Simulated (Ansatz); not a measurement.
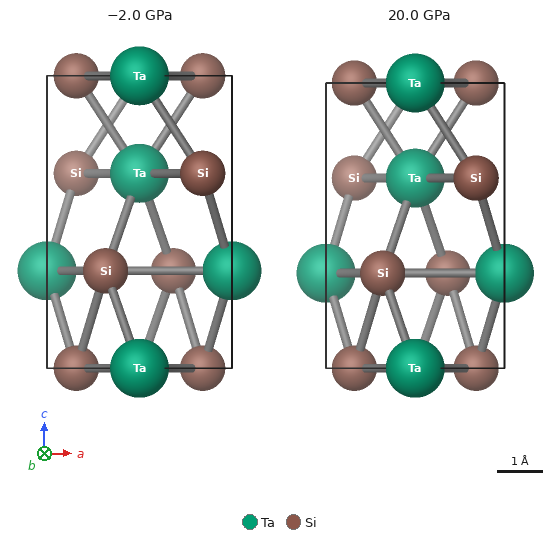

Solid TaSi2 (set up in P6_422), relaxed (cell and atoms) at several target pressures. The picture shows the first and the last member. The picture is a ball-and-stick view of the cell of the calculation, seen along the b axis.

Computed with Ansatz 0.2.0: DFT r2SCAN, scalar-relativistic, plane waves, PAW. Set-up: plane-wave cutoff 500 eV; k-point mesh 12 × 12 × 6; occupations gaussian; smearing width 0.1 eV; no spin polarisation; cell and atoms relaxed; force threshold 0.008 eV/Å.

```csv
pressure (GPa),volume (Å³/atom),a (Å),c (Å)
−2.0,14.564,4.799,6.573
0.0,14.411,4.780,6.555
2.0,14.266,4.762,6.539
5.0,?,?,?
10.0,13.753,4.697,6.478
20.0,13.225,4.630,6.411
```

Fill in the missing row.

Murnaghan's form V = V₀(1 + B′P/B₀)^(−1/B′), with V₀ = 14.411 Å³ from the row at zero pressure, fits the other rows with B₀ = 194 GPa and B′ = 4.15 (largest miss 0.001 Å³). At 5.0 GPa it gives 14.411 × (1 + 4.15 × 5.0/194)^(−1/4.15) = 14.062 Å³ per atom. The calculation gives 14.062 Å³/atom (a = 4.736 Å, c = 6.515 Å). The estimate is right to the digits shown. From the first member to the last: Si–Ta 2.840 → 2.737 Å, Ta–Ta 3.249 → 3.151 Å, Si–Ta 2.736 → 2.642 Å.

The whole series:

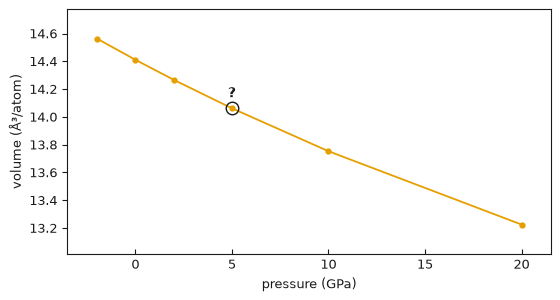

Each member starts from this one structure; whether another phase lies lower wasn't checked.
